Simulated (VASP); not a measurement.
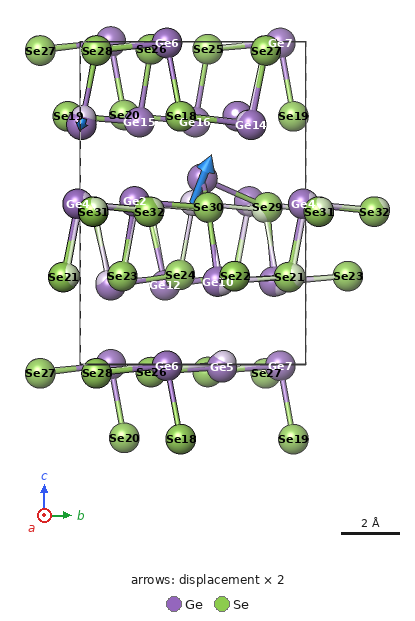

A relaxation of a defect cell of composition Ge₁₇Se₁₅. The starting structure is drawn faded, the final one solid; blue arrows show the displacements, magnified 2 times.

The picture is a ball-and-stick view of the cell of the calculation (origin shifted), seen along the a axis.

The run lets the atoms move in a fixed cell.

Theory: VASP 6.6.1, Kohn-Sham DFT of a periodic cell, PBE, VASP PAW PBE potentials, recommended.

Input file:
```
ALGO = Normal
EDIFF = 1E-6
EDIFFG = -0.025
ENCUT = 450
GGA = PE
IBRION = 2
ICORELEVEL = 1
ISIF = 2
ISMEAR = 0
ISYM = 0
LASPH = T
LCHARG = F
LREAL = Auto
LUSENCCL = F
LWAVE = F
NELECT = 330.0
NELM = 80
NSW = 70
PREC = Normal
SIGMA = 0.01
```

Run as
```bash
cat potpaw_PBE.64/Ge_d/POTCAR potpaw_PBE.64/Se/POTCAR > POTCAR
mpirun -np 1 vasp_std > vasp.out
```

What did the optimiser do to the structure, and how much energy did it gain?

Answer. The largest move is that of a Ge atom, 0.93 Å along [1 1 2]. By element the largest moves are Ge 0.93 Å, Se 0.15 Å. The cell stays as it was. Some distances before and after: Ge–Se 2.587 → 3.453 Å, Ge–Se 2.458 → 2.639 Å, Ge–Ge 2.679 → 2.563 Å, Ge–Ge 2.445 → 2.558 Å. Bonds break, among them: Ge–Se (2.59 → 3.45 Å). Bond angles that change, for instance: Ge–Se–Ge 102.9° → 114.1°, Ge–Ge–Ge 98.6° → 105.8°, Ge–Se–Ge 102.9° → 108.1°. After 33 geometry steps the energy has fallen by 0.750 eV per cell of the calculation. The largest force component goes from 0.93 to 0.023 eV/Å. It ran on 1 × NVIDIA H100 80GB with 1 thread of AMD EPYC 7R13 Processor (Zen 3), with other jobs on the host.
